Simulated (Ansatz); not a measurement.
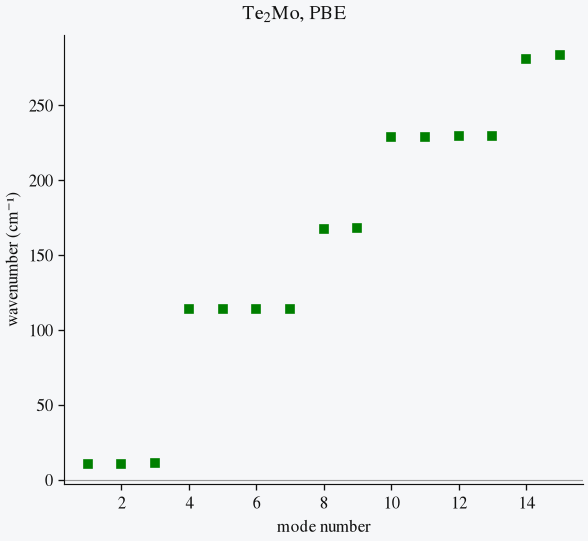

The figure shows the zone-centre optical phonon frequencies (the three acoustic modes are left out) for Te₂Mo, space group P6_3/mmc (No. 194).

Starting cell:
```cif
data_structure
_symmetry_space_group_name_H-M 'P 1'
_symmetry_Int_Tables_number 1
_cell_length_a 3.5566
_cell_length_b 3.5566
_cell_length_c 15.3429
_cell_angle_alpha 90.000
_cell_angle_beta 90.000
_cell_angle_gamma 120.000
_cell_volume 168.08
loop_
_atom_site_label
_atom_site_type_symbol
_atom_site_fract_x
_atom_site_fract_y
_atom_site_fract_z
_atom_site_occupancy
Te1 Te 0.33333 0.66667 0.63215 1
Te2 Te 0.66667 0.33333 0.13215 1
Te3 Te 0.33333 0.66667 0.86785 1
Te4 Te 0.66667 0.33333 0.36785 1
Mo1 Mo 0.33333 0.66667 0.25000 1
Mo2 Mo 0.66667 0.33333 0.75000 1
```

Calculation (Ansatz 0.2.0): harmonic phonon frequencies at the zone centre with atoms at rest in the given cell, without the long-range term of polar modes, the three translations left out, imaginary frequencies are negative; plane waves with PAW datasets, Γ-centred k mesh. Level: PBE, no spin polarisation.

- wave cutoff: 420 eV
- k mesh: 12×12×2
- occupations: fixed
- pressure: 0 GPa
- phonon method: linear response

Question: What do the frequencies say about stability?

Answer: No frequency is imaginary, so the structure is stable to these displacements (zone-boundary modes weren't tested here).

Question: Where does the highest mode lie?

Answer: The highest mode lies at 283.4 cm⁻¹ (without the field of polar modes).

Question: List the optical modes with their degeneracies.

Answer: 10.6 (×2), 10.9, 113.9 (×4), 167.7 (×2), 229.1 (×4), 281.1, 283.4 cm⁻¹.

Note: weakly bound, no dispersion correction.
